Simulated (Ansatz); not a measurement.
Geometry relaxation, with input and output: PtS₂ (part 1 of 2)

System: PtS₂ (P6₃mc, 6 atoms in the cell).
Method: DFT, r2SCAN+rVV10, plane waves, PAW, no spin polarisation (Ansatz 0.2.0).

The structure was built on a prototype by a generator. The geometry comes from this level: PBEsol.

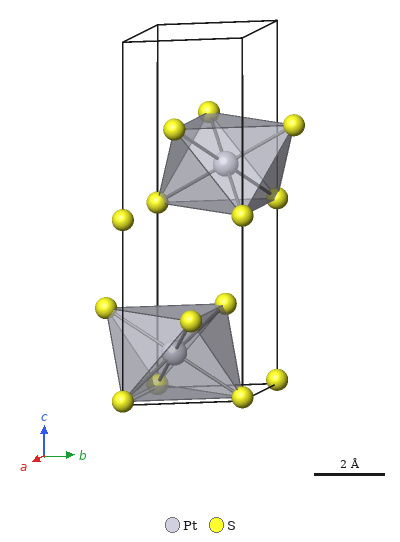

The starting structure (polyhedral view of the cell of the calculation, seen slightly off an axis; polyhedra are completed across the faces of the cell).

Key numbers

- outcome: converged
- space group (tolerance 0.01 Å): P6₃mc (186)
- electrons treated: 60
- free energy: −28691.2918 eV
- Fermi energy: 10.119 eV
- pressure: 0.00 GPa
- final volume: 115.82 Å³
- largest force (length of the vector) at the end: 0.001 eV/Å
- final cell: a = 3.538 Å, b = 3.538 Å, c = 10.685 Å, α = 90.00°, β = 90.00°, γ = 120.00°
- hardware: 2 threads of Intel Xeon @ 2.70GHz, 189 GiB of memory available, shared host
- wall time: 93 s (CPU time 3 min)
- peak memory: 0.79 GiB

Notes

Spin–orbit coupling is left out, which matters for Pt.

The input
```yaml
crystal:
  lattice:
    - [3.5458946499, 0.0, 0.0]
    - [-1.7729473249, 3.0708348459, 0.0]
    - [0.0, 0.0, 10.5757687262]
  atoms:
    - { symbol: Pt, position: [0.3333333333, 0.6666666667, 0.6251156939] }
    - { symbol: Pt, position: [0.6666666667, 0.3333333333, 0.1251156939] }
    - { symbol: S, position: [0.6666666667, 0.3333333333, 0.7395774444] }
    - { symbol: S, position: [0.3333333333, 0.6666666667, 0.2395774444] }
    - { symbol: S, position: [0.0, 0.0, 0.0103088617] }
    - { symbol: S, position: [0.0, 0.0, 0.5103088617] }
kpoints:
  mp_grid: { grid: [12, 12, 2] }
hamiltonian:
  xc: r2scan
  dispersion: rvv10
scf:
  occupations: { method: fermi_dirac, width: 0.03 }
relax:
  f_tol: 0.01
  cell: {}
  max_steps: 120
```

Launched with:
```bash
ansatz run input.yaml --threads 2 --pin off --max-ram 2211MiB --backend cpu --events-out ev --progress --plain --runs-dir out
```

Output
```
Engine: ansatz 0.2.0, x86_64-unknown-linux-gnu
Pseudopotentials: kind: paw
Pseudopotential: Pt, paw, valence charge 18, recommended cutoff 500 eV (meta_gga), Pt.paw.azcp
Pseudopotential: S, paw, valence charge 6, recommended cutoff 500 eV (meta_gga), S.paw.azcp
Functional definition: r2SCAN+rVV10
  parameter k0 = 0.174
  parameter k1 = 0.065
  parameter a1 = 4.9479
  exchange = r2scan_x(k0 = k0, k1 = k1, a1 = a1)
  correlation = r2scan_c + rvv10(11.95, 0.0093)
Crystal: 6 atoms, lattice volume = 115.158 Å³
Basis set: ecut = 500 eV, 2979 PW (Γ), exchange–correlation on 120×120×360 points (64 copies of the dense FFT grid, shifted against one another)
Bands: 36, of which v1, the nominal top of the filled ones, is band 30 counted from 1 (29 counted from 0)
Symmetry: 12 space group operations
Space group: P63mc (ITA 186), of the structure as read, at distance tolerance 4.9e-5 Å
k-points: 38 of 288
Non-local potential: Pt, projectors of the file, l = 0: 3, l = 1: 2, l = 2: 2, l = 3: 1
Non-local potential: S, projectors of the file, l = 0: 2, l = 1: 2, l = 2: 2
PAW form: soft (Blöchl's): semilocal exchange-correlation on the pseudo side does not see the compensation charge
rVV10 density: all electrons in the spheres
PAW frozen core: Pt, regenerated for the run's functional (the file was generated under x = pbe(κ = 0.804, μ = 0.2195149727645171), c = pbe(β = 0.06672455060314922))
PAW frozen core: S, regenerated for the run's functional (the file was generated under x = pbe(κ = 0.804, μ = 0.2195149727645171), c = pbe(β = 0.06672455060314922))
PAW one-centre angular grid: Pt, 590 points (default); XC on 160 Gauss nodes
PAW one-centre angular grid: S, 302 points (default); XC on 160 Gauss nodes
Initial density: superposition of atomic densities (neutral atoms: chi_scale 0, normalization atom), corrected by the library's trained network
Initial wavefunctions: pseudopotential atomic-orbital guess
Functional: x = r2scan, c = r2scan + rvv10(b = 11.95, C = 0.0093); τ floored in thin density (d = 2e-4 eV/Å³)
SCF iter   1: F=—  HF=-28691.212656 eV  |F-HF|=—  |Δ(HF+E_count)|=         —  Δρ=8.42e-3  dr2=7.94e-2  dr2_τ=1.73e-1  ethr=1.77e-3  ⟨swp⟩=7.2  Hψ=5997  notcnv=0
preconditioner: auto → Resta (q_TF=auto, 2.447 Å⁻¹)  ε∞=7.3  [insulator: Δε(μ)=0.982 eV  Ē_g=9.129 eV  σ=0.030 eV  W_gap=1.00  n_scr=38 (ndim 8)  ℏωp=23.0 eV  f_vac=0.036  D(μ)=0.00/eV (n_scr^D=0)  ε∞_Penn≈7.3]
SCF iter   2: F=—  HF=-28691.278720 eV  |F-HF|=—  |Δ(HF+E_count)|=   6.61e-2  Δρ=4.75e-3  dr2=9.59e-3  dr2_τ=4.37e-3  ethr=1.32e-4  ⟨swp⟩=2.1  Hψ=2588  notcnv=0  defer=66
SCF iter   3: F=—  HF=-28691.279755 eV  |F-HF|=—  |Δ(HF+E_count)|=   1.04e-3  Δρ=2.56e-3  dr2=2.61e-3  dr2_τ=1.85e-4  ethr=1.60e-5  ⟨swp⟩=1.1  Hψ=1362  notcnv=0  defer=66
SCF iter   4: F=—  HF=-28691.280285 eV  |F-HF|=—  |Δ(HF+E_count)|=   5.30e-4  Δρ=2.30e-4  dr2=6.48e-5  dr2_τ=3.52e-6  ethr=4.35e-6  ⟨swp⟩=2.9  Hψ=2176  notcnv=0  defer=66
SCF iter   5: F=—  HF=-28691.280306 eV  |F-HF|=—  |Δ(HF+E_count)|=   2.10e-5  Δρ=6.28e-5  dr2=9.11e-6  dr2_τ=5.69e-7  ethr=1.08e-7  ⟨swp⟩=2.1  Hψ=2015  notcnv=0  defer=66
SCF iter   6: F=—  HF=-28691.280307 eV  |F-HF|=—  |Δ(HF+E_count)|=   1.09e-6  Δρ=2.59e-5  dr2=1.50e-6  dr2_τ=1.45e-7  ethr=1.52e-8  ⟨swp⟩=2.2  Hψ=1960  notcnv=0  defer=66
SCF iter   7: F=-28691.280307 eV  HF=-28691.280307 eV  |F-HF|=7.46e-9  |Δ(HF+E_count)|=   8.45e-8  Δρ=7.32e-6  dr2=7.98e-8  dr2_τ=6.56e-9  ethr=1.67e-10  ⟨swp⟩=3.2  Hψ=5805  notcnv=0
SCF 1 converged in 7 iterations: F = -28691.280307 eV  dr2 = 7.98e-8
  greatest PAW one-centre occupation: 1.000 electrons in one spin orbital (limit 2), on the Pt atom at site 1 (counted from 0), in its partial waves of l = 0
relax step   1: F+E_penalty+E_count = -28691.28030718 eV  Δ(F+E_penalty+E_count) = +0.000e0 eV  max|allowed force component| = 2.717e-1 eV/Å  Δτ_max = 0.0000 Å  P = +1.249 GPa  Ω = 115.158 Å³  (7 SCF iters, dr2 threshold 1.00e-7 eV, accepted)
Crystal: 6 atoms, lattice volume = 114.050 Å³
Basis set: ecut = 500 eV, 2895 PW (Γ), exchange–correlation on 120×120×360 points (64 copies of the dense FFT grid, shifted against one another)
rVV10 density: all electrons in the spheres
Initial density: handed on by an earlier stage of this run
Initial wavefunctions: those handed on with the density
iter 1 solved again at ethr=1.35e-5 eV; its pass at ethr=3.10e-3 eV (dr2=8.09e-3 eV) is discarded
SCF iter   1: F=—  HF=-28691.273339 eV  |F-HF|=—  |Δ(HF+E_count)|=         —  Δρ=3.41e-3  dr2=9.11e-3  dr2_τ=2.66e-2  ethr=1.35e-5  ⟨swp⟩=1.8  Hψ=6512  notcnv=0
preconditioner: auto → Resta (q_TF=auto, 2.451 Å⁻¹)  ε∞=7.5  [insulator: Δε(μ)=1.014 eV  Ē_g=9.051 eV  σ=0.030 eV  W_gap=1.00  n_scr=38 (ndim 8)  ℏωp=23.1 eV  f_vac=0.027  D(μ)=0.00/eV (n_scr^D=0)  ε∞_Penn≈7.5]
SCF iter   2: F=—  HF=-28691.284256 eV  |F-HF|=—  |Δ(HF+E_count)|=   1.09e-2  Δρ=1.97e-3  dr2=2.22e-3  dr2_τ=1.93e-4  ethr=1.35e-5  ⟨swp⟩=2.0  Hψ=2433  notcnv=0
SCF iter   3: F=—  HF=-28691.284494 eV  |F-HF|=—  |Δ(HF+E_count)|=   2.39e-4  Δρ=6.22e-4  dr2=5.18e-4  dr2_τ=1.38e-4  ethr=3.70e-6  ⟨swp⟩=2.1  Hψ=2055  notcnv=0
SCF iter   4: F=—  HF=-28691.284478 eV  |F-HF|=—  |Δ(HF+E_count)|=   1.64e-5  Δρ=1.55e-4  dr2=2.93e-5  dr2_τ=1.09e-6  ethr=8.64e-7  ⟨swp⟩=2.6  Hψ=1924  notcnv=0
SCF iter   5: F=—  HF=-28691.284482 eV  |F-HF|=—  |Δ(HF+E_count)|=   3.88e-6  Δρ=4.00e-5  dr2=2.70e-6  dr2_τ=1.30e-7  ethr=4.88e-8  ⟨swp⟩=2.3  Hψ=2138  notcnv=0
SCF iter   6: F=-28691.284483 eV  HF=-28691.284483 eV  |F-HF|=5.81e-8  |Δ(HF+E_count)|=   1.31e-6  Δρ=1.22e-5  dr2=2.55e-7  dr2_τ=1.58e-8  ethr=1.00e-9  ⟨swp⟩=4.3  Hψ=4674  notcnv=0
SCF 2 converged in 6 iterations: F = -28691.284483 eV  dr2 = 2.55e-7
relax step   2: F+E_penalty+E_count = -28691.28448317 eV  Δ(F+E_penalty+E_count) = -4.176e-3 eV  max|allowed force component| = 1.600e-1 eV/Å  Δτ_max = 0.0375 Å  P = +0.109 GPa  Ω = 114.050 Å³  energy of the carried Pulay correction = +2.498e-4 eV  (6 SCF iters, dr2 threshold 6.00e-7 eV, accepted)
Crystal: 6 atoms, lattice volume = 115.885 Å³
Basis set: ecut = 500 eV, 2991 PW (Γ), exchange–correlation on 120×120×360 points (64 copies of the dense FFT grid, shifted against one another)
rVV10 density: all electrons in the spheres
iter 1 solved again at ethr=4.71e-6 eV; its pass at ethr=3.10e-3 eV (dr2=2.83e-3 eV) is discarded
SCF iter   1: F=—  HF=-28691.263952 eV  |F-HF|=—  |Δ(HF+E_count)|=         —  Δρ=2.15e-3  dr2=2.74e-3  dr2_τ=2.63e-2  ethr=4.71e-6  ⟨swp⟩=1.9  Hψ=6689  notcnv=0
preconditioner: auto → Resta (q_TF=auto, 2.445 Å⁻¹)  ε∞=7.4  [insulator: Δε(μ)=1.104 eV  Ē_g=9.036 eV  σ=0.030 eV  W_gap=1.00  n_scr=38 (ndim 8)  ℏωp=22.9 eV  f_vac=0.036  D(μ)=0.00/eV (n_scr^D=0)  ε∞_Penn≈7.4]
SCF iter   2: F=—  HF=-28691.291419 eV  |F-HF|=—  |Δ(HF+E_count)|=   2.75e-2  Δρ=1.34e-3  dr2=9.57e-4  dr2_τ=5.36e-5  ethr=4.57e-6  ⟨swp⟩=2.0  Hψ=2656  notcnv=0
SCF iter   3: F=—  HF=-28691.291609 eV  |F-HF|=—  |Δ(HF+E_count)|=   1.90e-4  Δρ=2.60e-4  dr2=1.09e-4  dr2_τ=2.98e-5  ethr=1.60e-6  ⟨swp⟩=2.3  Hψ=2012  notcnv=0
SCF iter   4: F=—  HF=-28691.291611 eV  |F-HF|=—  |Δ(HF+E_count)|=   2.49e-6  Δρ=1.12e-4  dr2=1.35e-5  dr2_τ=2.27e-6  ethr=1.82e-7  ⟨swp⟩=2.2  Hψ=2007  notcnv=0
SCF iter   5: F=—  HF=-28691.291612 eV  |F-HF|=—  |Δ(HF+E_count)|=   9.36e-7  Δρ=5.78e-5  dr2=5.65e-6  dr2_τ=2.55e-7  ethr=2.26e-8  ⟨swp⟩=2.7  Hψ=2479  notcnv=0
SCF iter   6: F=-28691.291612 eV  HF=-28691.291612 eV  |F-HF|=2.40e-8  |Δ(HF+E_count)|=   9.87e-9  Δρ=1.03e-5  dr2=1.38e-7  dr2_τ=9.53e-9  ethr=1.00e-9  ⟨swp⟩=3.2  Hψ=5686  notcnv=0
SCF 3 converged in 6 iterations: F = -28691.291612 eV  dr2 = 1.38e-7
relax step   3: F+E_penalty+E_count = -28691.29161216 eV  Δ(F+E_penalty+E_count) = -7.129e-3 eV  max|allowed force component| = 9.697e-3 eV/Å  Δτ_max = 0.0256 Å  P = -0.127 GPa  Ω = 115.885 Å³  energy of the carried Pulay correction = -1.626e-4 eV  (6 SCF iters, dr2 threshold 6.00e-7 eV, accepted)
Crystal: 6 atoms, lattice volume = 115.817 Å³
rVV10 density: all electrons in the spheres
iter 1 solved again at ethr=1.08e-8 eV; its pass at ethr=3.10e-3 eV (dr2=6.47e-6 eV) is discarded
SCF iter   1: F=—  HF=-28691.291627 eV  |F-HF|=—  |Δ(HF+E_count)|=         —  Δρ=9.18e-5  dr2=7.59e-6  dr2_τ=7.55e-5  ethr=1.08e-8  ⟨swp⟩=3.0  Hψ=6995  notcnv=0
preconditioner: auto → Resta (q_TF=auto, 2.445 Å⁻¹)  ε∞=7.4  [insulator: Δε(μ)=1.101 eV  Ē_g=9.050 eV  σ=0.030 eV  W_gap=1.00  n_scr=38 (ndim 8)  ℏωp=22.9 eV  f_vac=0.034  D(μ)=0.00/eV (n_scr^D=0)  ε∞_Penn≈7.4]
SCF iter   2: F=—  HF=-28691.291689 eV  |F-HF|=—  |Δ(HF+E_count)|=   6.14e-5  Δρ=4.88e-5  dr2=1.60e-6  dr2_τ=3.40e-7  ethr=1.08e-8  ⟨swp⟩=2.0  Hψ=2447  notcnv=0
SCF iter   3: F=—  HF=-28691.291689 eV  |F-HF|=—  |Δ(HF+E_count)|=   2.42e-7  Δρ=2.38e-5  dr2=4.17e-7  dr2_τ=2.45e-8  ethr=2.67e-9  ⟨swp⟩=2.2  Hψ=2214  notcnv=0
SCF iter   4: F=-28691.291689 eV  HF=-28691.291689 eV  |F-HF|=3.66e-9  |Δ(HF+E_count)|=   1.36e-7  Δρ=3.20e-6  dr2=1.03e-8  dr2_τ=5.42e-10  ethr=1.16e-10  ⟨swp⟩=3.0  Hψ=5998  notcnv=0
SCF 4 converged in 4 iterations: F = -28691.291689 eV  dr2 = 1.03e-8
relax step   4: F+E_penalty+E_count = -28691.29168894 eV  Δ(F+E_penalty+E_count) = -7.679e-5 eV  max|allowed force component| = 1.316e-3 eV/Å  Δτ_max = 0.0003 Å  P = +0.003 GPa  Ω = 115.817 Å³  energy of the carried Pulay correction = -1.473e-4 eV  (4 SCF iters, dr2 threshold 6.96e-8 eV, accepted)
rVV10 density: all electrons in the spheres
Initial wavefunctions: pseudopotential atomic-orbital guess (no wavefunctions were taken with the density)
iter 1 solved again at ethr=1.25e-7 eV; its pass at ethr=3.10e-3 eV (dr2=7.49e-5 eV) is discarded
SCF iter   1: F=—  HF=-28691.291825 eV  |F-HF|=—  |Δ(HF+E_count)|=         —  Δρ=2.04e-5  dr2=5.24e-8  dr2_τ=4.15e-7  ethr=1.25e-7  ⟨swp⟩=3.1  Hψ=9682  notcnv=0
preconditioner: auto → Resta (q_TF=auto, 2.445 Å⁻¹)  ε∞=7.4  [insulator: Δε(μ)=1.100 eV  Ē_g=9.050 eV  σ=0.030 eV  W_gap=1.00  n_scr=38 (ndim 8)  ℏωp=22.9 eV  f_vac=0.034  D(μ)=0.00/eV (n_scr^D=0)  ε∞_Penn≈7.4]
SCF iter   2: F=—  HF=-28691.291828 eV  |F-HF|=—  |Δ(HF+E_count)|=   2.93e-6  Δρ=1.03e-5  dr2=1.51e-8  dr2_τ=3.93e-8  ethr=8.73e-11  ⟨swp⟩=2.0  Hψ=2508  notcnv=0
SCF iter   3: F=—  HF=-28691.291828 eV  |F-HF|=—  |Δ(HF+E_count)|=   4.59e-8  Δρ=1.29e-6  dr2=2.00e-9  dr2_τ=5.91e-10  ethr=2.51e-11  ⟨swp⟩=2.0  Hψ=2280  notcnv=0
SCF iter   4: F=—  HF=-28691.291828 eV  |F-HF|=—  |Δ(HF+E_count)|=  2.04e-10  Δρ=4.40e-7  dr2=2.25e-10  dr2_τ=3.66e-11  ethr=3.33e-12  ⟨swp⟩=2.6  Hψ=2228  notcnv=0
SCF iter   5: F=-28691.291828 eV  HF=-28691.291828 eV  |F-HF|=3.64e-12  |Δ(HF+E_count)|=  4.00e-11  Δρ=1.34e-7  dr2=2.30e-11  dr2_τ=3.34e-12  ethr=1.00e-12  ⟨swp⟩=4.1  Hψ=4640  notcnv=0
SCF 5 converged in 5 iterations: F = -28691.291828 eV  dr2 = 2.30e-11
  greatest PAW one-centre occupation: 1.000 electrons in one spin orbital (limit 2), on the Pt atom at site 0 (counted from 0), in its partial waves of l = 0
relax step   5: F+E_penalty+E_count = -28691.29182768 eV  Δ(F+E_penalty+E_count) = -1.387e-4 eV  max|allowed force component| = 1.361e-3 eV/Å  Δτ_max = 0.0000 Å  P = +0.003 GPa  Ω = 115.817 Å³  stress off target by 2.14e-2 GPa  SCF on the basis re-selected at this cell (its energy is not comparable with the rows above)  (5 SCF iters)
```
